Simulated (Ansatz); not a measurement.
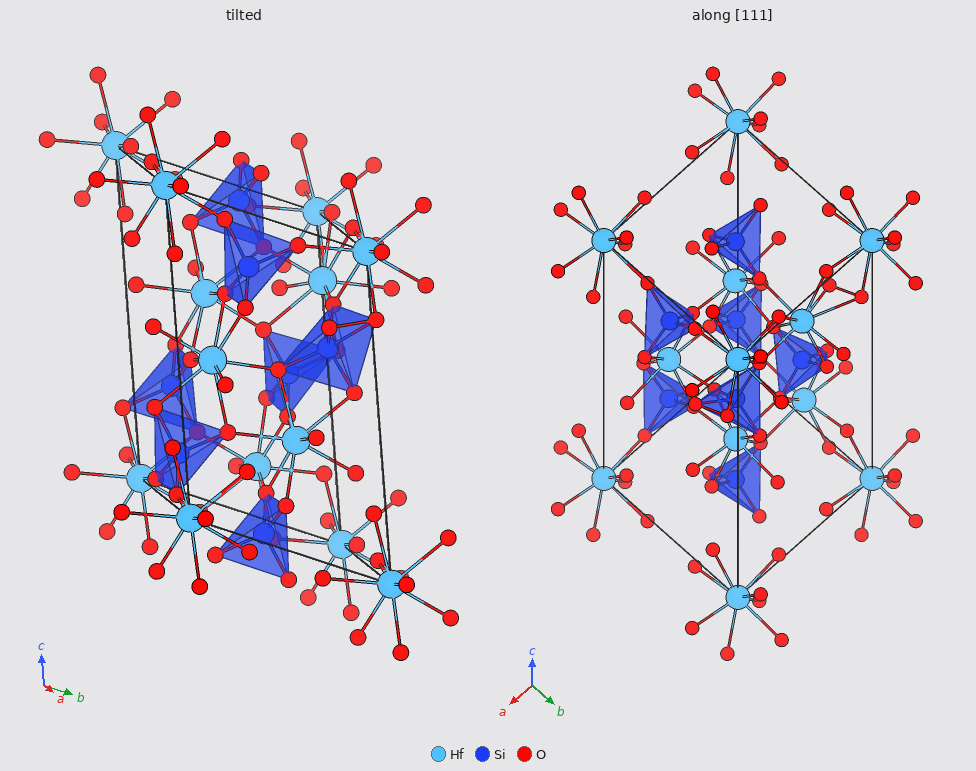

Structure drawing (polyhedral), viewed slightly off an axis and along [111]. The outline marks the simulation cell. A few atoms beyond the faces are included. Cell: a = 6.645 Å, b = 6.645 Å, c = 10.173 Å, α = 109.06°, β = 109.06°, γ = 90.00°.

Summary of the structure:

The formula is Hf6Si6O25. All rotations and mirrors are lost; the group is P1. Content of the cell: 6 Hf, 6 Si, 25 O (Z = 1).

The structure comes from a structure listed in the Materials Project, repeated into a supercell with a point defect put in. The atoms were relaxed in a fixed cell with DFT PBE, scalar-relativistic, plane waves, PAW in Ansatz 0.2.0.
